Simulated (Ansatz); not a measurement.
A series of calculations on SnO

## 1. Scan

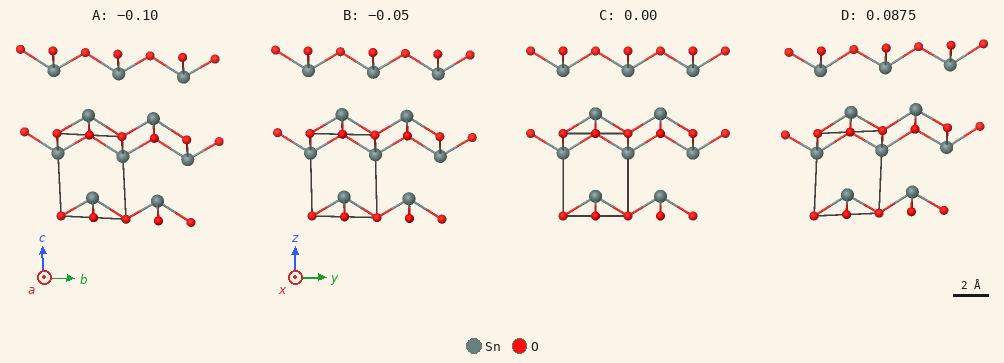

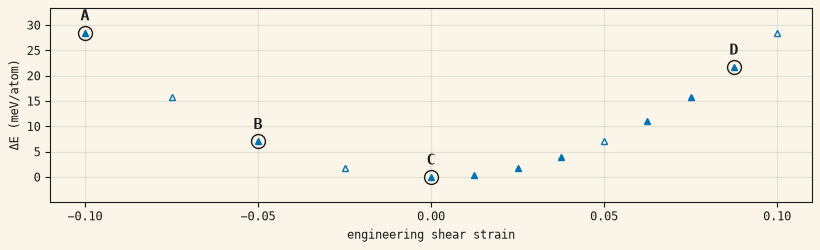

Energy scan for crystalline SnO (P4/nmm), in which the cell is strained in shear in the yz plane, with the atoms kept at their fractional coordinates. x, y and z are the Cartesian axes of the input. The lettered frames are marked on the plot. Hollow markers are points alike by symmetry, not computed again. Style: ball-and-stick. Shown: the cell of the calculation, repeated 2 × 2 × 2 with one cell outlined, along the a axis.

These are results of DFT PBEsol+D3(BJ), scalar-relativistic, plane waves, PAW (Ansatz), not measurements. Settings: plane-wave cutoff 420 eV; k-point mesh 12 × 12 × 10; occupations gaussian; smearing width 0.15 eV; no spin polarisation. Energies (free energies at the smearing named) are counted from the cell as listed in its source, which wasn't relaxed.

Question: Describe the profile.

Answer: Of the computed points the lowest is at the strain 0.00, 0.0 meV/atom. At the ends of the scan the energy is 28.5 meV/atom (−0.10) and 28.5 meV/atom (0.10). The unrelaxed reference is under a pressure of −2.1 GPa. The distortion takes the space group from P4/nmm to P2_1/m. At the strain −0.10 the cell of the drawing goes b 3.802 → 3.807 Å, c 4.836 → 4.842 Å, α 90.0° → 95.7°.

## 2. Scan

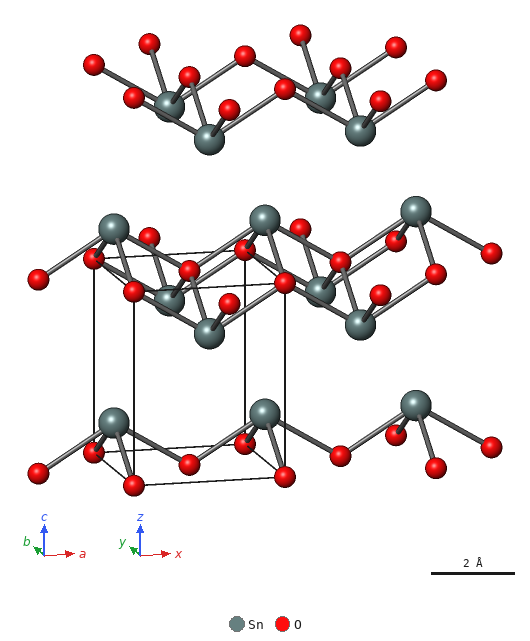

Energy scan for crystalline SnO (P4/nmm), in which the cell is strained equally along x and y and separately along z, with the atoms kept at their fractional coordinates. x, y and z are the Cartesian axes of the input. The picture shows the reference cell. The picture is a ball-and-stick view of the cell of the calculation, repeated 2 × 1 × 2 with one cell outlined, seen slightly off an axis.

The calculation used Ansatz, DFT PBEsol+D3(BJ), scalar-relativistic, plane waves, PAW. (plane-wave cutoff 420 eV; k-point mesh 12 × 12 × 10; occupations gaussian; smearing width 0.15 eV; no spin polarisation). Energies (free energies at the smearing named) are counted from the cell as listed in its source, which wasn't relaxed.

The input:
```yaml
crystal:
  lattice:
    - [3.802, 0.0, 0.0]
    - [0.0, 3.802, 0.0]
    - [0.0, 0.0, 4.836]
  atoms:
    - { symbol: Sn, position: [0.0, 0.5, 0.2385] }
    - { symbol: Sn, position: [0.5, 0.0, 0.7615] }
    - { symbol: O, position: [0.0, 0.0, 0.0] }
    - { symbol: O, position: [0.5, 0.5, 0.0] }
basis:
  ecutwfc: 420
kpoints:
  mp_grid: { grid: [12, 12, 10] }
hamiltonian:
  xc: pbesol
  dispersion: d3bj
scf:
  occupations: { method: gaussian, width: 0.15 }
output:
  forces: true
  stress: true
  eigenvalues: true
  write_density: true
  write_potential: true
  elf: true
  volumetric_format: npy
```

Run as
```bash
ansatz run input.yaml --threads 1 --pin off --max-ram 2560MiB --backend cpu --events-out ev --progress --plain --runs-dir out
```

Question: What energies does the calculation give on a grid with rows −0.050, −0.025, 0.000, 0.025, 0.050 and columns −0.050, −0.025, 0.000, 0.025, 0.050 (strain along x and y; strain along z)?

Answer: Rows: strain along x and y; columns: strain along z; values in meV/atom.

|  | −0.050 | −0.025 | 0.000 | 0.025 | 0.050 |
| --- | --- | --- | --- | --- | --- |
| −0.050 | 100.8 | 71.8 | 53.1 | 44.3 | 44.6 |
| −0.025 | 29.7 | 13.8 | 6.8 | 8.3 | 18.1 |
| 0.000 | 2.4 | −2.7 | 0.0 | 10.3 | 27.7 |
| 0.025 | 11.5 | 15.3 | 26.0 | 43.4 | 67.1 |
| 0.050 | 50.3 | 61.5 | 78.8 | 102.0 | 130.8 |

In pairs of (strain along x and y; strain along z): the lowest computed point lies at (0.000, −0.025) (−2.7 meV/atom), the highest at (0.050, 0.050) (130.8 meV/atom). The valley is tilted: raising the in-plane strain is made harder by raising the strain along z (cross term 0.55 of the geometric mean of the two curvatures). Over the ranges scanned the energy rises more along the first axis, the in-plane strain. The pressure runs from −11.7 GPa at (0.050, 0.050) to 17.6 GPa at (−0.050, −0.050).

As a map, interpolated between the computed points (dots):

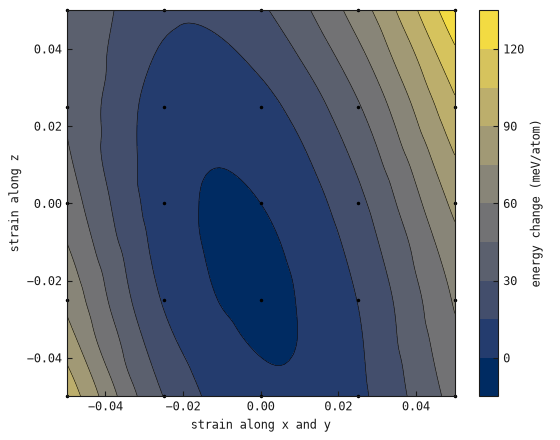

## 3. Energy map

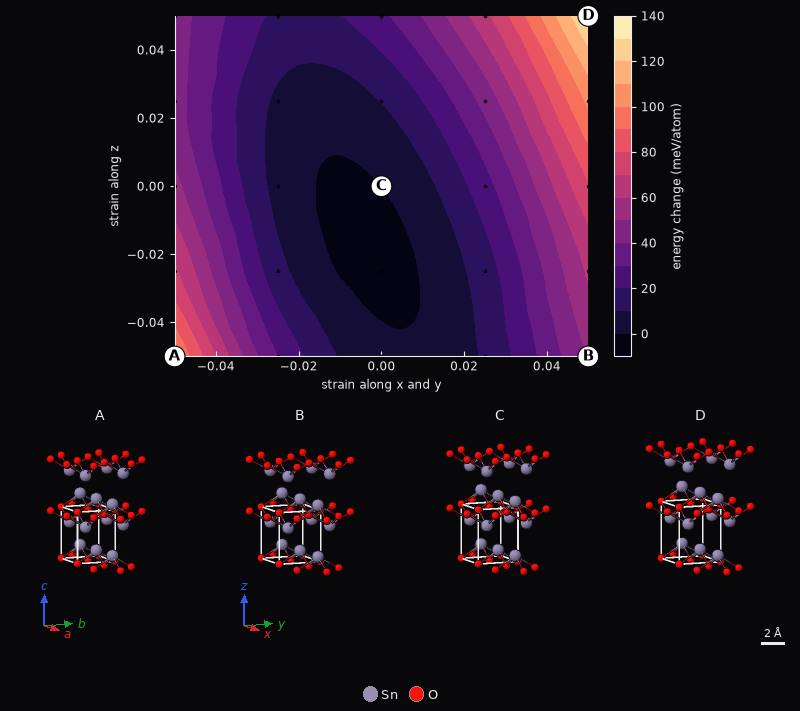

Energy scan for crystalline SnO (P4/nmm), in which the cell is strained equally along x and y and separately along z, with the atoms kept at their fractional coordinates. x, y and z are the Cartesian axes of the input. The map is interpolated between the computed points (dots). The lettered frames are marked on it. The picture is a ball-and-stick view of the cell of the calculation, repeated 2 × 1 × 2 with one cell outlined, seen slightly off an axis.

These are results of DFT PBEsol+D3(BJ), scalar-relativistic, plane waves, PAW in Ansatz, not measurements. Settings: plane-wave cutoff 420 eV; k-point mesh 12 × 12 × 10; occupations gaussian; smearing width 0.15 eV; no spin polarisation. Energies (free energies at the smearing named) are counted from the cell as listed in its source, which wasn't relaxed.

Where is the lowest point of the map, and what else does it tell?

Answer. In pairs of (strain along x and y; strain along z): the lowest computed point lies at (0.000, −0.025) (−2.7 meV/atom), the highest at (0.050, 0.050) (130.8 meV/atom). The valley is tilted: raising the in-plane strain is made harder by raising the strain along z (cross term 0.55 of the geometric mean of the two curvatures). Over the ranges scanned the energy rises more along the first axis, the in-plane strain. The pressure runs from −11.7 GPa at (0.050, 0.050) to 17.6 GPa at (−0.050, −0.050). The frames lie at A (−0.050, −0.050): 100.8 meV/atom, B (0.050, −0.050): 50.3 meV/atom, C (0.000, 0.000): 0.0 meV/atom, D (0.050, 0.050): 130.8 meV/atom.
